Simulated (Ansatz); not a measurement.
## As: one change and its effect

System: As (slab, 4 atoms in the cell).
Method of run A: DFT PBE+D3(BJ), scalar-relativistic, plane waves, PAW, no spin polarisation (Ansatz 0.2.0).

The structure derives from an entry of the Crystallography Open Database. The input holds or restrains some coordinates. Forces given for the steps count only the free coordinates. Text and figures count atoms from 1; the logs count them from 0 in places.

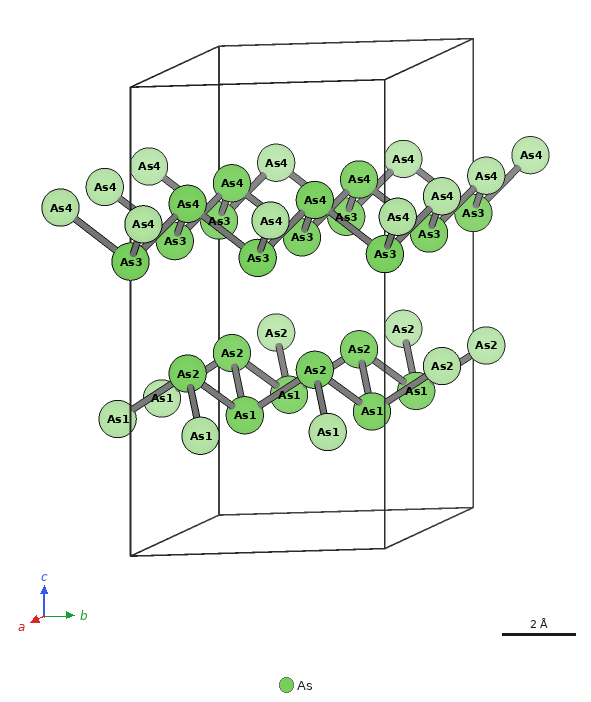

**Figure 1.** The structure as given in the input (ball-and-stick view of the 2 × 2 repeat of the cell, with the vacuum cut short, seen slightly off an axis; neighbours outside the cell are drawn fainter; atoms are numbered from 1 in the order of the input). An atom can appear more than once, as a periodic image.

**The input, run A**
```yaml
crystal:
  lattice:
    - [3.571624309, 0.0, 0.0]
    - [-1.7858121545, 3.0931173844, 0.0]
    - [0.0, 0.0, 20.295123954]
  atoms:
    - { symbol: As, position: [0.3333333333, 0.6666666667, 0.2217281358] }
    - { symbol: As, position: [0.6666666667, 0.3333333333, 0.2905484692] }
    - { symbol: As, position: [1.0, 1.0, 0.4565694075] }
    - { symbol: As, position: [0.6666666667, 1.3333333333, 0.5253900154] }
basis:
  ecutwfc: 420
kpoints:
  mp_grid: { grid: [9, 9, 1] }
hamiltonian:
  xc: pbe
  dispersion: d3bj
scf:
  occupations: { method: gaussian, width: 0.05 }
output:
  forces: true
  eigenvalues: true
relax:
  adjacent_minimum: "off"
  f_tol: 0.003
  max_steps: 20
  constraints: [{ site: 0 }, { sites: [1, 2, 3], fix: xy }]
efield:
  axis: 3
  dipole_correction: true
  ramp_width: 0.04
```

Command:
```bash
ansatz run input.yaml --threads 4 --pin off --max-ram 12288MiB --backend cpu --events-out ev --progress --plain --runs-dir out
```

Hardware: 4 threads of Arm Neoverse V2, 24 GiB of memory available, shared host.

**Output, shortened to warnings, some set-up lines, iterations and results (run A)**
```
Basis set: ecut = 420 eV, 4333 PW (Γ), exchange–correlation on 48×48×288 points (8 copies of the dense FFT grid, shifted against one another)
Symmetry: 6 space group operations
k-points: 12 of 81 (time reversal used)
Initial density: superposition of atomic densities (neutral atoms: chi_scale 0, normalization atom), corrected by the library's trained network
[...]
SCF iter   1: F=—  HF=-19425.598594 eV  |F-HF|=—  |Δ(HF+E_count)|=         —  Δρ=9.85e-4  dr2=5.37e-3  ethr=1.77e-3  p=0.006 e·Å  D=5.19e-3 V/Å  ΔV_dip=-0.11 eV  …
SCF iter   2: F=—  HF=-19425.599017 eV  |F-HF|=—  |Δ(HF+E_count)|=   4.24e-4  Δρ=7.30e-4  dr2=2.83e-3  ethr=8.95e-6  p=0.000 e·Å  D=7.01e-5 V/Å  ΔV_dip=-0.00 eV  …
SCF iter   3: F=—  HF=-19425.598996 eV  |F-HF|=—  |Δ(HF+E_count)|=   2.10e-5  Δρ=4.13e-4  dr2=1.07e-3  ethr=4.71e-6  p=0.006 e·Å  D=4.48e-3 V/Å  ΔV_dip=-0.09 eV  …
SCF iter   4: F=—  HF=-19425.599139 eV  |F-HF|=—  |Δ(HF+E_count)|=   1.43e-4  Δρ=1.64e-4  dr2=2.42e-4  ethr=1.78e-6  p=0.003 e·Å  D=2.47e-3 V/Å  ΔV_dip=-0.05 eV  …
SCF iter   5: F=—  HF=-19425.599148 eV  |F-HF|=—  |Δ(HF+E_count)|=   8.73e-6  Δρ=7.89e-5  dr2=1.65e-5  ethr=4.04e-7  p=0.004 e·Å  D=3.00e-3 V/Å  ΔV_dip=-0.06 eV  …
[... 46 lines ...]
SCF iter   3: F=—  HF=-19425.638075 eV  |F-HF|=—  |Δ(HF+E_count)|=   9.98e-8  Δρ=6.00e-6  dr2=6.21e-7  ethr=3.38e-10  p=0.008 e·Å  D=6.77e-3 V/Å  ΔV_dip=-0.14 eV  …
SCF iter   4: F=—  HF=-19425.638075 eV  |F-HF|=—  |Δ(HF+E_count)|=   7.18e-8  Δρ=1.59e-6  dr2=1.53e-8  ethr=3.38e-10  p=0.008 e·Å  D=6.71e-3 V/Å  ΔV_dip=-0.14 eV  …
SCF iter   5: F=-19425.638075 eV  HF=-19425.638075 eV  |F-HF|=5.30e-9  |Δ(HF+E_count)|=  2.33e-10  Δρ=1.02e-6  dr2=6.71e-9  ethr=1.50e-11  p=0.008 e·Å  D=6.72e-3 V/Å  …
SCF 6 converged in 5 iterations: F = -19425.638075 eV  dr2 = 6.71e-9
relax step   6: F+E_penalty+E_count = -19425.63807467 eV  Δ(F+E_penalty+E_count) = -1.053e-6 eV  max|allowed force component| = 3.156e-4 eV/Å  Δτ_max = 0.0006 Å  (5 SCF …
SCF converged after 5 iterations
Free energy (F): -19425.638075 eV
Harris-Foulkes:  -19425.638075 eV  (|F-HF|=5.30e-9)
Internal energy: -19425.638075 eV  (E = F + TS)
E sigma→0 (E₀):  -19425.638075 eV
Fermi energy:    1.415648 eV
Dipole field:    D = 0.006694 V/Å  (p = 0.008294 e·Å, saw-weighted, corrected)
Work function:   Φ+ = 4.3158 eV   Φ− = 4.4516 eV
Levels:          The Fermi level and band energies are counted from a zero that moves with the ramp; work functions are not
--- Per-component energies (eV) ---
  E_band       = -1482.708296
  E_kinetic    = 409.953734
  E_local      = -45127.237585  (includes V_loc(G=0)·N_el)
  E_nonlocal   = -2682.952612
  E_hartree    = 22650.554624
  E_xc         = -316.466044
  E_vxc        = -316.061246  (∫ρ·V_xc dr)
  E_paw        = -7338.142358  (= ΣΔE_a)
  E_vpaw       = 932.355895  (= ΣTr[D̂ρ^β])
  E_aug_tail   = 0.000029  (compensation charges beyond the density's cutoff)
  E_efield     = 0.000028  (sawtooth field / dipole correction)
  E_vefield    = 0.116373  (∫n·V_field dr)
  E_ewald      = 12979.821930
  E_disp       = -1.169820  (pairwise vdW)
  E_smearing   = -0.000000  (= −TS)
  E_closure    = 0.000000  (closes the sum)
  Σ components = -19425.638075   (vs F -19425.638075, Δ=0.00e0)
--- Forces (eV/Å), atoms counted from 1 ---
  atom   1  As    -0.00000000     0.00000000     0.00012237
  atom   2  As     0.00000000    -0.00000000    -0.00031563
  atom   3  As     0.00000000     0.00000000     0.00015247
  atom   4  As    -0.00000000    -0.00000000     0.00002281
  max |Σ_I F_I| component: 1.80e-5 eV/Å
--- Relaxed structure (6 steps of the walk, 6 accepted, 0 SCFs on fresh bases) ---
  F+E_penalty+E_count = -19425.63807467 eV   max|allowed force component| = 3.156e-4 eV/Å
  atoms:
    - { symbol: As, position: [0.33333333333333337, 0.6666666666666667, 0.2217281358] }
    - { symbol: As, position: [0.6666666666666667, 0.33333333333333326, 0.2903394386288311] }
    - { symbol: As, position: [1.0, 1.0000000000000002, 0.4281250756900117] }
    - { symbol: As, position: [0.6666666666666667, 1.3333333333333335, 0.496962903011906] }
```

For run B the input was changed thus:
```diff
-  dispersion: d3bj
+  dispersion: d4
```

How does run B compare with run A?

The total energies belong to different models, so their difference says nothing on which is more stable or more accurate. The gap on the mesh goes from 0.56 to 0.52 eV. The SCF takes 56 iterations over all geometry steps against 44.

**Output, shortened to warnings, some set-up lines, iterations and results (run B)**
```
Basis set: ecut = 420 eV, 4333 PW (Γ), exchange–correlation on 48×48×288 points (8 copies of the dense FFT grid, shifted against one another)
Symmetry: 6 space group operations
k-points: 12 of 81 (time reversal used)
Initial density: superposition of atomic densities (neutral atoms: chi_scale 0, normalization atom), corrected by the library's trained network
[...]
SCF iter   1: F=—  HF=-19425.730399 eV  |F-HF|=—  |Δ(HF+E_count)|=         —  Δρ=9.85e-4  dr2=5.37e-3  ethr=1.77e-3  p=0.006 e·Å  D=5.19e-3 V/Å  ΔV_dip=-0.11 eV  …
SCF iter   2: F=—  HF=-19425.730823 eV  |F-HF|=—  |Δ(HF+E_count)|=   4.24e-4  Δρ=7.30e-4  dr2=2.83e-3  ethr=8.95e-6  p=0.000 e·Å  D=7.01e-5 V/Å  ΔV_dip=-0.00 eV  …
SCF iter   3: F=—  HF=-19425.730802 eV  |F-HF|=—  |Δ(HF+E_count)|=   2.10e-5  Δρ=4.13e-4  dr2=1.07e-3  ethr=4.71e-6  p=0.006 e·Å  D=4.48e-3 V/Å  ΔV_dip=-0.09 eV  …
SCF iter   4: F=—  HF=-19425.730944 eV  |F-HF|=—  |Δ(HF+E_count)|=   1.43e-4  Δρ=1.64e-4  dr2=2.42e-4  ethr=1.78e-6  p=0.003 e·Å  D=2.47e-3 V/Å  ΔV_dip=-0.05 eV  …
SCF iter   5: F=—  HF=-19425.730953 eV  |F-HF|=—  |Δ(HF+E_count)|=   8.73e-6  Δρ=7.89e-5  dr2=1.65e-5  ethr=4.04e-7  p=0.004 e·Å  D=3.00e-3 V/Å  ΔV_dip=-0.06 eV  …
[... 62 lines ...]
SCF iter   2: F=—  HF=-19425.778548 eV  |F-HF|=—  |Δ(HF+E_count)|=   3.35e-5  Δρ=7.81e-6  dr2=6.59e-8  ethr=4.30e-10  p=0.009 e·Å  D=7.03e-3 V/Å  ΔV_dip=-0.14 eV  …
SCF iter   3: F=—  HF=-19425.778548 eV  |F-HF|=—  |Δ(HF+E_count)|=   1.65e-8  Δρ=2.20e-6  dr2=7.14e-8  ethr=1.10e-10  p=0.009 e·Å  D=7.04e-3 V/Å  ΔV_dip=-0.14 eV  …
SCF iter   4: F=-19425.778548 eV  HF=-19425.778548 eV  |F-HF|=7.44e-9  |Δ(HF+E_count)|=   7.57e-9  Δρ=7.58e-7  dr2=5.79e-9  ethr=1.50e-11  p=0.009 e·Å  D=7.02e-3 V/Å  …
SCF 8 converged in 4 iterations: F = -19425.778548 eV  dr2 = 5.79e-9
relax step   8: F+E_penalty+E_count = -19425.77854824 eV  Δ(F+E_penalty+E_count) = -4.804e-7 eV  max|allowed force component| = 5.417e-5 eV/Å  Δτ_max = 0.0004 Å  (4 SCF …
SCF converged after 4 iterations
Free energy (F): -19425.778548 eV
Harris-Foulkes:  -19425.778548 eV  (|F-HF|=7.44e-9)
Internal energy: -19425.778548 eV  (E = F + TS)
E sigma→0 (E₀):  -19425.778548 eV
Fermi energy:    1.434286 eV
Dipole field:    D = 0.007093 V/Å  (p = 0.008788 e·Å, saw-weighted, corrected)
Work function:   Φ+ = 4.2937 eV   Φ− = 4.4376 eV
Levels:          The Fermi level and band energies are counted from a zero that moves with the ramp; work functions are not
--- Per-component energies (eV) ---
  E_band       = -1482.919829
  E_kinetic    = 410.079614
  E_local      = -45508.282124  (includes V_loc(G=0)·N_el)
  E_nonlocal   = -2682.951537
  E_hartree    = 22840.947559
  E_xc         = -316.538171
  E_vxc        = -316.160902  (∫ρ·V_xc dr)
  E_paw        = -7338.135668  (= ΣΔE_a)
  E_vpaw       = 932.370017  (= ΣTr[D̂ρ^β])
  E_aug_tail   = 0.000028  (compensation charges beyond the density's cutoff)
  E_efield     = 0.000031  (sawtooth field / dipole correction)
  E_vefield    = 0.132853  (∫n·V_field dr)
  E_ewald      = 13170.420038
  E_disp       = -1.318320  (pairwise vdW)
  E_smearing   = -0.000000  (= −TS)
  E_closure    = 0.000000  (closes the sum)
  Σ components = -19425.778548   (vs F -19425.778548, Δ=0.00e0)
--- Forces (eV/Å), atoms counted from 1 ---
  atom   1  As    -0.00000000     0.00000000    -0.00003609
  atom   2  As     0.00000000    -0.00000000    -0.00005417
  atom   3  As     0.00000000     0.00000000     0.00001408
  atom   4  As    -0.00000000     0.00000000     0.00005211
  max |Σ_I F_I| component: 2.41e-5 eV/Å
--- Relaxed structure (8 steps of the walk, 8 accepted, 0 SCFs on fresh bases) ---
  F+E_penalty+E_count = -19425.77854824 eV   max|allowed force component| = 5.417e-5 eV/Å
  atoms:
    - { symbol: As, position: [0.33333333333333337, 0.6666666666666667, 0.2217281358] }
    - { symbol: As, position: [0.6666666666666667, 0.33333333333333326, 0.2902788918870342] }
    - { symbol: As, position: [1.0, 1.0000000000000002, 0.4259623108852024] }
    - { symbol: As, position: [0.6666666666666667, 1.3333333333333335, 0.49476787475736367] }
```

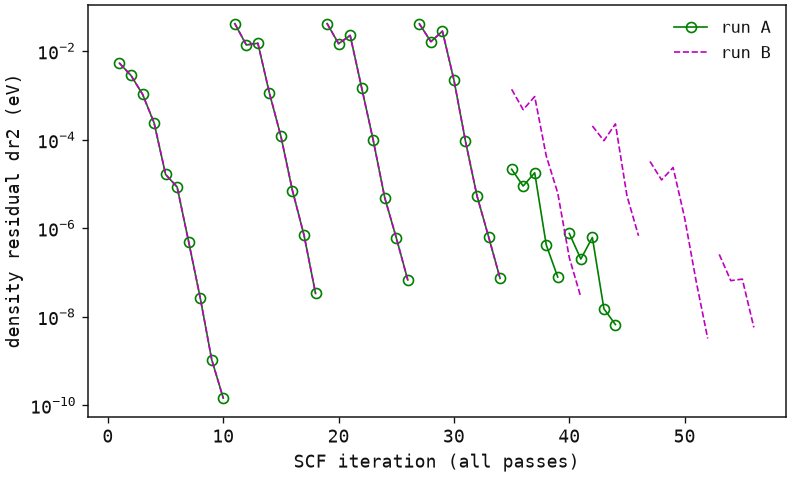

**Figure 2.** Convergence of the two runs: density residual dr2 against the SCF iteration. A break in a curve parts two SCF passes. Run A takes 44 iterations in all, and run B takes 56.

**The two runs side by side**

| quantity | run A | run B |
| --- | --- | --- |
| outcome | converged | converged |
| free energy per atom (eV) | −4856.4095 | −4856.4446 |
| gap on the mesh (eV) | 0.56 | 0.52 |
| work function (eV) | 4.32 | – |
| largest force (eV/Å) | 0.000 | 0.000 |
| SCF iterations | 44 | 56 |
| irreducible k-points | 12 | 12 |
| wall time (shared host) | 11 s | 14 s |
